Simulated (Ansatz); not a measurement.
# From PBE to G0W0: Zn3SbN3 (Cm), part 2 of 3

How far does one-shot GW move the PBE gap of Zn3SbN3 (Cm)?

Ansatz 0.2.0; PBE, then G0W0 on it, plane waves, PAW. Known limits of the many-body steps: finite bands, screening cutoff and k mesh; no spin-orbit coupling in G0W0; d shells not analysed.

So far. Step 2 (The PBE band structure): Over mesh and path the gap is 1.373 eV, from k = (-0.250, 0.250, 0.000) to k = (0.000, 0.000, -0.300). The least direct gap found is 1.513 eV, at k = (0.000, 0.000, -0.300). On the 6×6×6 mesh alone the same run gives 1.461 eV, so that mesh misses an edge of PBE: 1.461 − 1.373 = +0.088 eV.

## (3) G0W0 on the 4×4×4 mesh

G0W0 replaces the xc potential by a self-energy built once from the orbitals of the start. Levels are corrected in the window of bands that the input names, at points of the mesh.

This step: G0W0 on PBE, plane waves, PAW; PAW set soft_1.

File input.yaml:

```yaml
crystal:
  lattice:
    - [3.3938895471, -3.283248115, 0.0]
    - [3.3938895471, 3.283248115, 0.0]
    - [-3.2155964401, 0.0, 4.5561292986]
  atoms:
    - { symbol: Zn, position: [0.64265811, 0.64265811, 0.11808447] }
    - { symbol: Zn, position: [0.75601403, 0.31486041, 0.51982585] }
    - { symbol: Zn, position: [0.31486041, 0.75601403, 0.51982585] }
    - { symbol: Sb, position: [0.06050886, 0.06050886, 0.00241463] }
    - { symbol: "N", position: [0.41103526, 0.94206134, 0.29988336] }
    - { symbol: "N", position: [0.94206134, 0.41103526, 0.29988336] }
    - { symbol: "N", position: [0.698722, 0.698722, 0.81219049] }
kpoints:
  mp_grid: { grid: [4, 4, 4] }
hamiltonian:
  xc: pbe
  pseudopotentials: { kind: paw, azcp: { folder: soft_1 } }
scf:
  occupations: { method: fixed }
gw:
  n_empty_bands: 804
  ecut_chi: 230.0
  qp_bands: [v2, c2]
  qp_kpoints: band_edges
  screening: { model: contour_deformation }
```

On the command line:

```bash
$ ansatz run input.yaml --threads 2 --pin off --max-ram 92160MiB --backend cuda --events-out ev --progress --plain --runs-dir out --devices 1 --max-vram 13GiB
```

Numbers of over 12 decimals in the logs are rounded to 6 here.

The program printed:

```text
GPUs: using 1 of 1 available (devices: 1).
[...]
GPU FFT provider: cuFFT
GPU libraries: cuBLAS 13.8.2, cuFFT 12.4.0, cuSOLVER 12.3.4
Crystal: 7 atoms, lattice volume = 101.538 Å³
Basis set: ecut = 420 eV, 1987 PW (Γ)
Bands: 40, of which v1, the nominal top of the filled ones, is band 33 counted from 1 (32 counted from 0)
Symmetry: 2 space group operations
[...]
k-points: 24 of 64 (time reversal used)
[...]
GPU buffer pool allocated for 40960 grid points (all kernels)
[...]
SCF iter   1: F=—  HF=-17594.624425 eV  |F-HF|=—  |Δ(HF+E_count)|=         —  Δρ=7.68e-2  dr2=7.41e0  ethr=3.10e-3  ⟨swp⟩=4.9  Hψ=3781  notcnv=0  defer=117
[...]
SCF iter  12: F=-17592.767496 eV  HF=-17592.767496 eV  |F-HF|=9.56e-9  |Δ(HF+E_count)|=   6.20e-9  Δρ=4.59e-6  dr2=1.83e-8  ethr=1.52e-10  ⟨swp⟩=9.4  Hψ=4252  notcnv=0
SCF 1 converged in 12 iterations: F = -17592.767496 eV  dr2 = 1.83e-8
[...]
NSCF: frozen V_eff on 24 k-points, pencils in batches of 32, up to order 160
the band table was solved once the SCF had ended and its energy, with any forces and stress, was formed, with the checks that follow a solve (3557 applications of the Hamiltonian). They found nothing against the state; the energy, forces and stress were not computed again (output.eigenvalues in the input reference)
[...]
NSCF: frozen V_eff on 24 k-points
G₀W₀ screening: q 1/24
[... further progress lines ...]
[...]
SCF converged after 12 iterations
Free energy (F): -17592.767496 eV
[...]
Internal energy: -17592.767496 eV  (E = F + TS)
E sigma→0 (E₀):  -17592.767496 eV
Fermi energy:    8.560593 eV
[...]
--- Band table (eV; the first three rows and the last of 24) ---
  k-point 0: bands = [... 29 lower, 5.9511, 7.2895, 7.6413, 7.9778, 10.8624, 11.8003, 12.5909, 12.9973, ... 3 higher]
  k-point 1: bands = [... 29 lower, 6.4645, 7.3551, 7.6157, 8.3549, 9.9926, 11.9221, 12.2162, 13.1084, ... 3 higher]
  k-point 2: bands = [... 29 lower, 7.0056, 7.1857, 7.3892, 8.2869, 10.3845, 11.2203, 11.4816, 13.4601, ... 3 higher]
  k-point 23: bands = [... 29 lower, 7.2666, 7.4235, 7.9664, 8.4089, 11.7638, 12.5638, 13.1683, 13.3229, ... 3 higher]
--- G₀W₀: contour deformation, 7 samples at zero and on the imaginary axis and 2 off it, 64 q-points, 804 empty bands' worth ---
  eigenvalues of the whole cell's RPA ε∞ on this k-mesh (on a slab, of 1 + 4πα/V) = 7.1624, 8.1107, 8.1497; static W/v taken at q = 0 is 0.128318
  gw.qp_kpoints: band_edges: 19 of 24 stored k-points solved, in 1 pass; an edge of the gap read off the rows below is read off those points alone
    valence top: of the k-points left out ik 16 came nearest to being solved in a further pass, in band 33 (counted from 1, as in the quasiparticle table): it holds the edge there only if its correction is more favourable than any solved in that band by at least 0.517 eV; those differ by 0.075 eV
    conduction bottom: of the k-points left out ik 11 came nearest to being solved in a further pass, in band 34 (counted from 1, as in the quasiparticle table): it holds the edge there only if its correction is more favourable than any solved in that band by at least 0.872 eV; those differ by 0.177 eV
    ik  band        ε_KS         Σx   Σc(E_QP)       V_xc       Z   E_QP_lin       E_QP  E_QP is
     0    32      7.6413   -25.2702     3.6018   -20.9073  0.7270     6.8652     6.8802  root
     0    33      7.9778   -25.3477     3.4112   -21.1778  0.7337     7.2055     7.2192  root
     0    34     10.8624   -10.7158    -3.7083   -14.5119  0.7788    10.9502    10.9501  root
     0    35     11.8003   -13.2262    -3.5880   -16.9492  0.7589    11.9357    11.9354  root
     1    32      7.6157   -25.2692     3.6219   -20.9011  0.7253     6.8551     6.8695  root
     1    33      8.3549   -23.5305     2.7505   -20.0887  0.7396     7.6540     7.6637  root
     1    34      9.9926   -11.6020    -3.2922   -14.9433  0.7806    10.0417    10.0416  root
     1    35     11.9221   -10.3239    -4.1249   -14.6183  0.7619    12.0923    12.0916  root
     2    32      7.3892   -24.3689     3.5885   -20.0658  0.7210     6.6608     6.6746  root
     2    33      8.2869   -23.1070     2.5253   -19.8979  0.7418     7.5937     7.6031  root
     2    34     10.3845   -11.6563    -3.4553   -15.2221  0.7712    10.4951    10.4949  root
     2    35     11.2203   -10.2083    -3.8305   -14.1243  0.7770    11.3058    11.3057  root
     3    32      7.5415   -25.6323     3.7108   -21.1519  0.7246     6.7558     6.7719  root
     3    33      8.3033   -23.4654     2.8608   -19.8973  0.7393     7.5855     7.5960  root
     3    34     10.9467   -11.2510    -3.5924   -14.9445  0.7703    11.0479    11.0477  root
     3    35     11.7556   -10.5191    -3.9685   -14.6288  0.7646    11.8971    11.8968  root
     4    32      7.2358   -24.6698     3.6087   -20.2936  0.7230     6.4512     6.4683  root
     4    33      8.1685   -22.3927     2.6331   -19.0497  0.7414     7.4480     7.4587  root
     4    34     10.7720   -11.7378    -3.5899   -15.4537  0.7698    10.8983    10.8980  root
     4    35     11.3167   -10.7723    -3.7585   -14.6455  0.7691    11.4315    11.4312  root
     5    32      7.5056   -24.7573     3.6126   -20.4074  0.7239     6.7537     6.7683  root
     5    33      8.1178   -22.0792     2.4231   -18.9629  0.7420     7.4144     7.4246  root
     5    34     10.7827   -11.4300    -3.5897   -15.1504  0.7680    10.9137    10.9135  root
     5    35     11.4052   -11.1674    -3.7114   -14.9967  0.7657    11.5233    11.5231  root
     6    32      7.5927   -25.0750     3.5287   -20.8009  0.7276     6.8332     6.8474  root
     6    33      8.3112   -24.0291     2.9196   -20.4007  0.7377     7.5918     7.6024  root
     6    34     10.9800   -10.8974    -3.7012   -14.7147  0.7710    11.0963    11.0961  root
     6    35     11.6340   -11.4093    -3.7448   -15.2832  0.7629    11.7634    11.7631  root
     7    32      7.2713   -23.4612     3.2085   -19.4831  0.7294     6.4851     6.5017  root
     7    33      8.4990   -24.7776     3.0261   -21.0369  0.7380     7.7741     7.7845  root
     7    34     10.6541   -10.6357    -3.5770   -14.3153  0.7722    10.7569    10.7567  root
     7    35     11.8030    -9.4102    -4.1067   -13.6377  0.7707    11.9240    11.9238  root
     8    32      7.6574   -25.5383     3.6521   -21.1360  0.7259     6.8927     6.9073  root
     8    33      8.2485   -23.1324     2.7069   -19.7131  0.7404     7.5254     7.5361  root
     8    34     10.9985   -11.2535    -3.5173   -14.8825  0.7651    11.1103    11.1100  root
     8    35     11.8320    -9.9844    -4.1070   -14.2445  0.7625    11.9857    11.9852  root
     9    32      7.8328   -25.4854     3.4420   -21.3379  0.7280     7.1157     7.1273  root
     9    33      7.8694   -21.3195     2.4247   -18.1816  0.7408     7.1443     7.1562  root
     9    34     11.0387   -11.1781    -3.5708   -14.8621  0.7661    11.1521    11.1518  root
     9    35     11.8259   -10.5879    -3.9596   -14.7116  0.7575    11.9906    11.9900  root
[...]
21    32      7.6800   -25.0637     3.5431   -20.8121  0.7247     6.9591     6.9716  root
    21    33      7.8828   -26.2812     3.7646   -21.7658  0.7262     7.1185     7.1321  root
    21    34     11.4787   -12.4349    -4.0415   -16.6945  0.7657    11.6977    11.6969  root
    21    35     11.7790   -11.7853    -3.8702   -15.8645  0.7493    11.9888    11.9880  root
    22    32      8.0062   -26.0979     3.6600   -21.7144  0.7257     7.2704     7.2827  root
    22    33      8.0067   -23.6742     2.9816   -19.9555  0.7376     7.2574     7.2697  root
    22    34     11.4351   -10.4801    -4.1801   -14.8564  0.7711    11.6320    11.6313  root
    22    35     12.0825   -10.8490    -4.2069   -15.2930  0.7504    12.3209    12.3196  root
    23    32      7.9664   -26.6342     3.8065   -22.0748  0.7267     7.2001     7.2135  root
    23    33      8.4089   -25.8767     3.5226   -21.6702  0.7258     7.7148     7.7250  root
    23    34     11.7638    -9.1635    -4.1541   -13.4518  0.7659    11.8983    11.8980  root
    23    35     12.5638   -10.0490    -4.3401   -14.5820  0.7468    12.7579    12.7568  root
```

The job ended after 2.4 min (1 × NVIDIA H100 80GB HBM3 (shared by 6 runs) with 2 threads of AMD EPYC 7R13 (Zen 3), shared host; peak memory 4.5 GiB).

This step gave:

```yaml
bands_summed: 837
rpa_eps_infinity_on_this_mesh_eigenvalues: 7.162, 8.111, 8.150
plane_waves_in_the_screening_matrix: 787
q_points_in_the_mesh: 64
g0w0_gap_over_the_corrected_points: 2.184 eV
k_of_the_valence_top: 0.25, -0.25, 0
k_of_the_conduction_bottom: 0, 0, 0.25
starting_gap_on_the_mesh: 1.432 eV
z_at_the_valence_top: 0.7383
z_at_the_conduction_bottom: 0.7806
least_direct_g0w0_gap_over_the_corrected_points: 2.378 eV
```

Over 19 of 24 irreducible mesh points the G0W0 gap is 2.184 eV, from k = (0.250, -0.250, 0.000) to k = (0.000, 0.000, 0.250). The PBE gap of this run on the mesh is 1.432 eV. The two states that bound the G0W0 gap lie that far apart at the start, so the correction of the gap is 2.184 − 1.432 = +0.752 eV. The start of this run differs from the step before in mesh (6×6×6 and 4×4×4).

Labels follow the order of the start: v1 is the top filled band, c1 the lowest empty one; levels that stay degenerate share a row, the window can cut a multiplet, doubted levels are not marked in this list, bands outside the window were not corrected, and the list may be a part of the corrected levels. Levels before and after the correction, in eV, zero at the valence-band top of each column:

```
           conduction bottom  valence top
Kohn-Sham               1.43         0.00
     G0W0               2.18         0.00
```

```csv
,level,occupation,energy (eV)
Kohn-Sham,(0 0 0.25) v2,2,-0.945
Kohn-Sham,(0 0 0.25) v1,2,-0.206
Kohn-Sham,(0 0 0.25) c1,0,1.432
Kohn-Sham,(0 0 0.25) c2,0,3.361
Kohn-Sham,(0.25 -0.25 0) v2,2,-0.817
Kohn-Sham,(0.25 -0.25 0) v1,2,0.000
Kohn-Sham,(0.25 -0.25 0) c1,0,1.841
Kohn-Sham,(0.25 -0.25 0) c2,0,3.574
G0W0,(0 0 0.25) v2,2,-0.988
G0W0,(0 0 0.25) v1,2,-0.194
G0W0,(0 0 0.25) c1,0,2.184
G0W0,(0 0 0.25) c2,0,4.234
G0W0,(0.25 -0.25 0) v2,2,-0.848
G0W0,(0.25 -0.25 0) v1,2,0.000
G0W0,(0.25 -0.25 0) c1,0,2.650
G0W0,(0.25 -0.25 0) c2,0,4.439
```

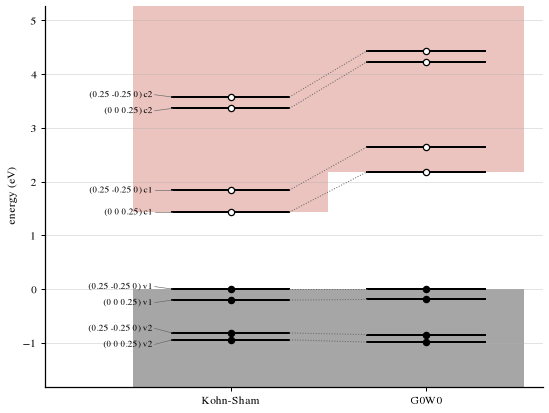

Levels before and after the correction. Shaded: valence and conduction bands. Filled marks are occupied levels, open marks empty ones.

The parts of the quasiparticle energy for the two states that bound the G0W0 gap, in eV on the run's own scale (QP = start + Σx + Σc − Vxc, with Σc at the quasiparticle energy):

```csv
edge,k,band,start,Σx,Σc,Vxc,Z,QP
valence top,"(0.250, -0.250, 0.000)",33,8.561,−24.688,2.971,−21.014,0.738,7.857
conduction bottom,"(0.000, 0.000, 0.250)",34,9.993,−11.602,−3.292,−14.943,0.781,10.042
```

(Part 2 of 3 ends here.)

[Paths, hosts, dates, memory and timing lines, banners, echoed tables and standing remarks are left out of the program output.]

[Logs are printed without paths, hosts, clocks, repeated set-up lines and the standing remarks that a program may print on its own settings, such as how far it seeks lower states.]

[Runs of the session that timed out or met a known fault of the program may be left out.]

[Cells called generated may have been cut or substituted from an entry of the Crystallography Open Database or the Materials Project.]

[Hosts, paths, dates, database ids (printed as entryN), source tags and the programs' standing remarks are cut or masked in the printed files.]

[Where an RPA ε∞ is given, it is that of the G0W0 mesh and is not shown converged in it. Names of k-points follow the symmetry that the program found, which can be lower than the space group named. Band edges on a path are those of the sampled points; other points can move an edge, and change direct to indirect where valleys lie close.]

[Hybrid gaps are those of their k-mesh and are not shown converged in it.]
